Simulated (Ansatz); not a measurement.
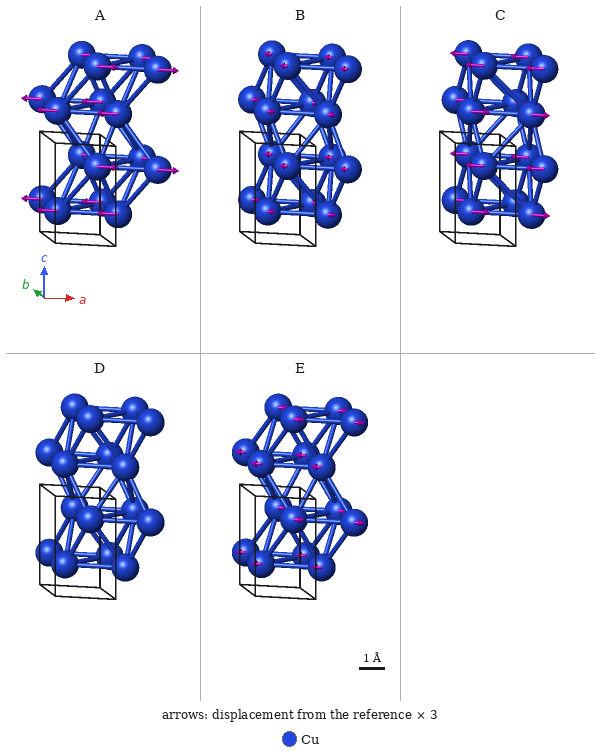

Energy scan for a crystal of Cu (P6_3/mmc), in which a normal mode at the zone centre (one arbitrary combination within a set of 2 degenerate modes) is frozen in with the cell fixed, the amplitude being the largest displacement of an atom. Style: ball-and-stick. Shown: the cell of the calculation, repeated 2 × 2 × 2 with one cell outlined, slightly off an axis. Purple arrows: displacements from the reference.

Computed with DFT PBEsol, scalar-relativistic, plane waves, PAW in Ansatz. (plane-wave cutoff 420 eV; k-point mesh 30 × 30 × 14; occupations gaussian; smearing width 0.15 eV; no spin polarisation). Energies (free energies at the smearing named) are counted from the relaxed crystal.

Question: Order these geometries by energy, lowest first.

Answer: Lowest first: D (the amplitude 0.00 Å, 0.0 meV/cell), B (the amplitude 0.1125 Å, 37.6 meV/cell), E (the amplitude −0.15 Å, 66.1 meV/cell), C (the amplitude 0.2625 Å, 191.4 meV/cell), A (the amplitude −0.30 Å, 242.5 meV/cell). Over the whole scan: the harmonic wavenumber of the mode is 114 cm⁻¹, a stable vibration. Of the computed points the lowest is at the amplitude 0.00 Å, 0.0 meV/cell. At the ends of the scan the energy is 242.5 meV/cell (−0.30 Å) and 242.5 meV/cell (0.30 Å). The well is symmetric. At the highest point the shortest interatomic distance is 2.28 Å, against 2.52 Å in the reference.
